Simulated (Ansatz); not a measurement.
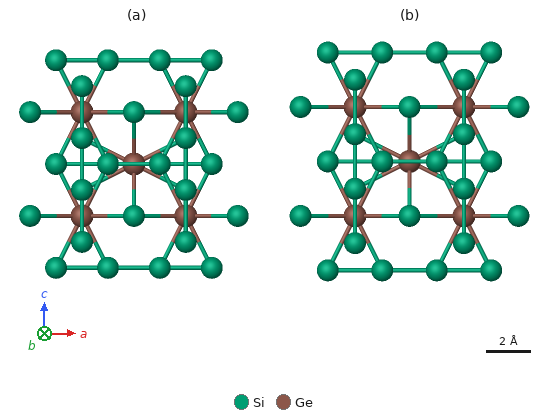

The structure of crystalline Si3Ge (a generated structure, set up in Pm-3n) (coarse preliminary run) before (left) and after (right) a relaxation, at one scale.

Style: ball-and-stick. Shown: the cell of the calculation, along the b axis.

These are results of Ansatz, DFT PBE, scalar-relativistic, plane waves, PAW, not measurements.

Input
```yaml
crystal:
  lattice:
    - [4.82244285, 0.0, 0.0]
    - [0.0, 4.82244285, 0.0]
    - [0.0, 0.0, 4.82244285]
  atoms:
    - { symbol: Si, position: [0.5, 0.25, 0.0] }
    - { symbol: Si, position: [0.5, 0.75, 0.0] }
    - { symbol: Si, position: [0.25, 0.0, 0.5] }
    - { symbol: Si, position: [0.75, 0.0, 0.5] }
    - { symbol: Si, position: [0.0, 0.5, 0.25] }
    - { symbol: Si, position: [0.0, 0.5, 0.75] }
    - { symbol: Ge, position: [0.5, 0.5, 0.5] }
    - { symbol: Ge, position: [0.0, 0.0, 0.0] }
basis:
  ecutwfc: 420
kpoints:
  mp_grid: { grid: [4, 4, 4] }
hamiltonian:
  xc: pbe
scf:
  occupations: { method: gaussian, width: 0.1 }
  lower_state_search: "off"
output:
  forces: true
  stress: true
  eigenvalues: true
relax:
  adjacent_minimum: "off"
  f_tol: 0.04
  max_steps: 70
  cell: { stress_tol: 0.4 }
```

Command:
```bash
ansatz run input.yaml --threads 1 --pin off --max-ram 2560MiB --backend cpu --events-out ev --progress --plain --runs-dir out
```

### Summarise the run.

Over 3 accepted moves (4 points after the start) the energy falls by 97.8 meV per atom. All forces vanish by symmetry, so only the cell relaxes. The pressure goes from 16.01 to 0.10 GPa. The SCF was repeated once at an unchanged geometry on a basis and grid sized afresh for the cell, which shifted the energy by 0.8 meV per atom at most. No atom moves by more than 0.005 Å relative to the cell. The volume changes by +15.6 %, with a = b = c 4.822 → 5.061 Å (+4.9 %). Some distances before and after: Si1–Ge7 2.696 → 2.829 Å, Si1–Si2 2.411 → 2.530 Å. The space group stays Pm-3n (No. 223).
